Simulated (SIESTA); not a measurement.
## A series of single points on Pb

System: Pb (2 atoms in the cell).
Method: Kohn-Sham DFT of a periodic cell, PBEsol, PseudoDojo 0.4 standard, converted to PSML, no spin polarisation (SIESTA 5.4.2).

The 7 runs differ only in the geometry, by an even scaling of the cell at fixed fractional positions. The structure derives from a Materials Project entry.

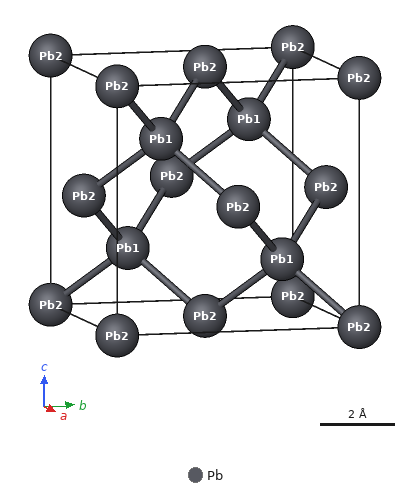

Figure 1. The structure of run 4 (ball-and-stick view of the cell 4 times as large as that of the calculation, set on its symmetry axes, seen slightly off an axis; atoms are numbered from 1 in the order of the input). An atom can appear more than once, as a periodic image.

**Input of run 4**
```
SystemName                      Pb
SystemLabel                     Pb
NumberOfSpecies                 1
NumberOfAtoms                   2
%block ChemicalSpeciesLabel
  1  82 Pb
%endblock ChemicalSpeciesLabel

LatticeConstant                 1.0 Ang
%block LatticeVectors
     0.0000000000     3.4390000555     3.4390000555
     3.4390000555     0.0000000000     3.4390000555
     3.4390000555     3.4390000555     0.0000000000
%endblock LatticeVectors
AtomicCoordinatesFormat         Fractional
%block AtomicCoordinatesAndAtomicSpecies
     0.2500000000     0.2500000000     0.2500000000  1  Pb
     0.0000000000     0.0000000000     0.0000000000  1  Pb
%endblock AtomicCoordinatesAndAtomicSpecies

%block kgrid.MonkhorstPack
    7   0   0  0.0
    0   7   0  0.0
    0   0   7  0.0
%endblock kgrid.MonkhorstPack
XC.Functional                   GGA
XC.Authors                      PBEsol
PAO.BasisSize                   DZP
PAO.EnergyShift                 0.003 Ry
Mesh.Cutoff                     500 Ry
OccupationFunction              FD
ElectronicTemperature           0.05 eV
MaxSCFIterations                120
SCF.MustConverge                false
SCF.Mixer.Method                Pulay
SCF.Mixer.Weight                0.25
SCF.Mixer.History               8
SCF.DM.Tolerance                5.0e-05
SCF.H.Tolerance                 1.0e-03 eV
WriteForces                     true
Charge.Mulliken                 end
%block PAO.Basis
  Pb 4
  n=6 0 2
    6.155 0.000
  n=6 1 2
    8.826 0.000
  n=5 2 2
    4.164 0.000
  n=6 2 1
    8.826
%endblock PAO.Basis
```

Command:
```bash
siesta Pb.fdf > Pb.out 2>&1
```

Run 2 differs from it as follows:
```diff
-     0.0000000000     3.4390000555     3.4390000555
-     3.4390000555     0.0000000000     3.4390000555
-     3.4390000555     3.4390000555     0.0000000000
+     0.0000000000     3.3925213842     3.3925213842
+     3.3925213842     0.0000000000     3.3925213842
+     3.3925213842     3.3925213842     0.0000000000
```

**Results, with one run withheld**

```csv
run,volume per atom (Å³),"free energy per atom, from the lowest run given (meV)",pressure (GPa)
1,38.232,33.98,3.39
2,39.045,?,?
3,39.859,8.94,1.64
4,40.672,2.63,0.87
5,41.486,0.00,0.19
6,42.299,0.85,−0.37
7,43.112,4.06,−0.90
```

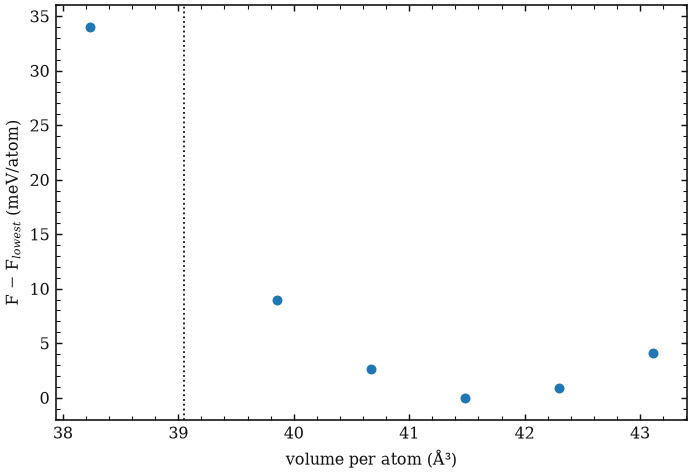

Figure 2. Free energy per atom of the runs given; the dotted line marks run 2.

What should run 2 give?

A cubic polynomial in V^(−2/3) (the Birch–Murnaghan form), fitted to the 6 runs given, misses them by at most 0.15 meV per atom. With x = V^(−2/3) − 0.08425 Å⁻², it reads F = 1.6478 + 3001.3 x + 1.3489e+06 x² + 1.0324e+07 x³ (meV per atom). At run 2 it gives 19.13 meV per atom, and the run itself gives 19.26. The slope of the fit gives a pressure −dF/dV of 2.46 GPa there, and the run prints 2.46 GPa. The fit has its minimum at 41.727 Å³ per atom, where V d²F/dV² gives 31 GPa: the bulk modulus at this level, since symmetry fixes the shape and the positions.

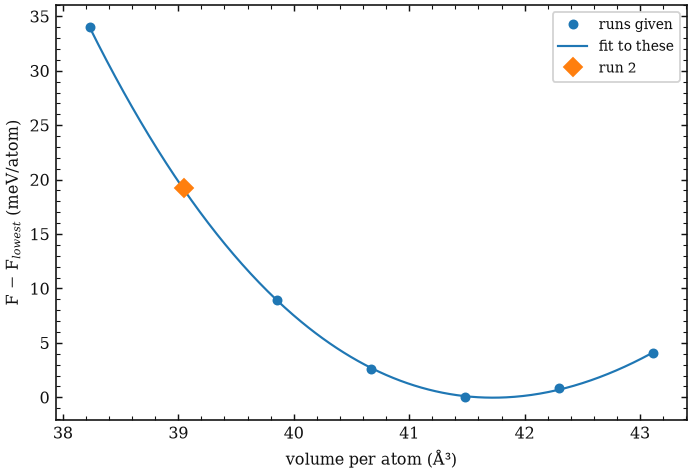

Figure 3. The fit and the withheld run.

**Some lines of the output (run 2)**
```
[...]
outcell: Cell volume (Ang**3)        :     78.0904
stepf: Fermi-Dirac step function
siesta: Etot    =     -3822.841262
siesta: FreeEng =     -3822.847348
        iscf     Eharris(eV)        E_KS(eV)     FreeEng(eV)     dDmax    Ef(eV) dHmax(eV)
siesta: E_KS(eV) =            -3822.9487
siesta: E_KS - E_eggbox =     -3822.9487
siesta: Etot    =     -3822.948669
siesta: FreeEng =     -3822.954726
siesta:         Fermi =      -4.235608
siesta: Cell volume =         78.090423 Ang**3
    Orbital volume contribution        =           3.092403 eV
```

Notes: Points of doubt noted for this run: mulliken charges of long orbitals. Spin–orbit coupling is left out, which matters for Pb. With a small basis of atomic orbitals these values can differ much from converged plane-wave results.
